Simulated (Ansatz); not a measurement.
## Electronic structure of NaCl in real space

```xyz
4
Lattice="2.8317 2.8317 0.0000 0.0000 0.0000 -5.6635 -2.8317 2.8317 0.0000" Properties=species:S:1:pos:R:3 pbc="T T T"
Na    0.0000    2.8317   -2.8317
Na    0.0000    0.0000    0.0000
Cl   -0.2121    0.2121   -2.8317
Cl   -0.2121    3.0439    0.0000
```

Space group Imm2; changed on purpose from its base cell (all Cl atoms moved -0.300 Å, as atom 2 along Cartesian [1 -1 0]); not relaxed (largest force 0.4 eV/Å).

The calculation used DFT PBE, scalar-relativistic, plane waves, PAW in Ansatz 0.2.0.

The density is the valence pseudo-density of a PAW calculation; it isn't the true density close to the nuclei.

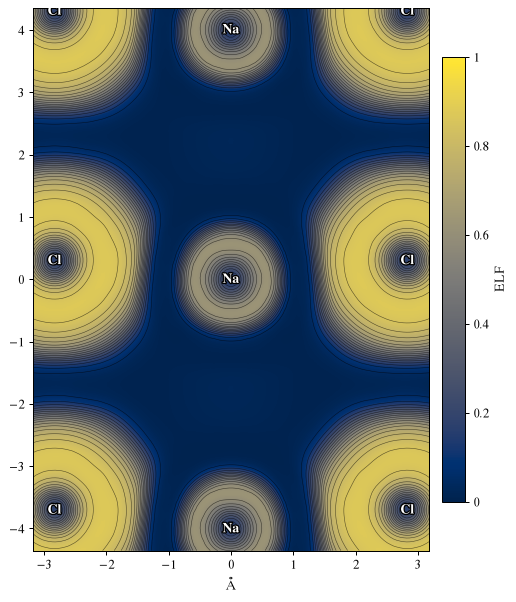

Figure 1. Electron localisation function on the (100) plane of the conventional cell.

Question: What does the map show?

Answer:
- The plane passes through Na and Cl nuclei.
- Na–Cl (2.85 Å): the ELF peaks at about 0.85 in the valence shell of Cl, 0.8 Å from its nucleus, and falls to about 0 next to Na; a largely ionic contact.
- The features right at Na lie inside the PAW spheres, where the map follows smoothed inner orbitals and isn't to be read closely.

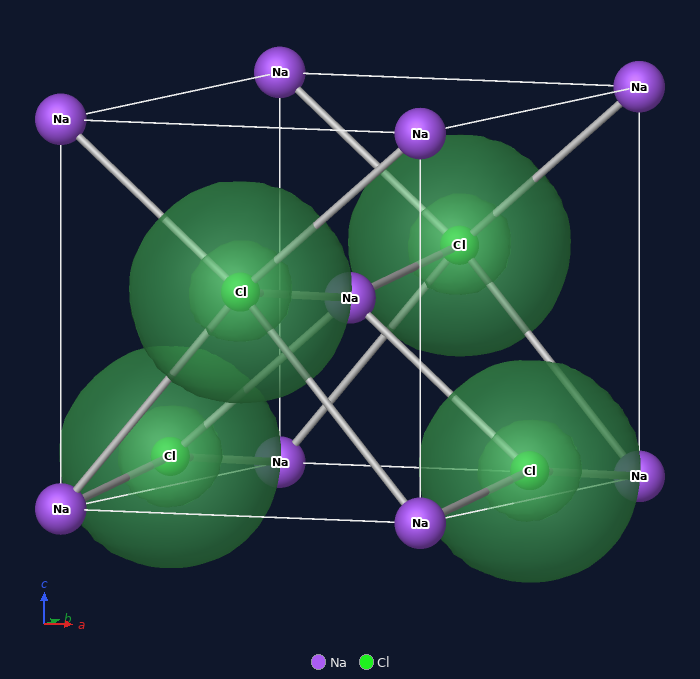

Figure 2. Isosurface of the ELF at 0.8 (green), seen at an oblique angle. Core shells and regions of very low density are left out. Sticks mark near contacts.

Question: Describe the localisation domains.

Answer: The surface consists of two regions wrapped around Cl (the valence shell of each), counted in one cell of 4 atoms. Regions shared between cells count once. Along the contacts the grid gives the following. Na–Cl (2.63 Å): the ELF peaks at about 0.90 in the valence shell of Cl, 0.8 Å from its nucleus, and falls to about 0 next to Na (an ionic contact with no shared pair).

Question: Metal or insulator at this level of theory?

Answer: It is gapped, with a Kohn–Sham gap of 5.1 eV on the k-point mesh (the band edges may lie off the mesh, which would make the gap smaller).
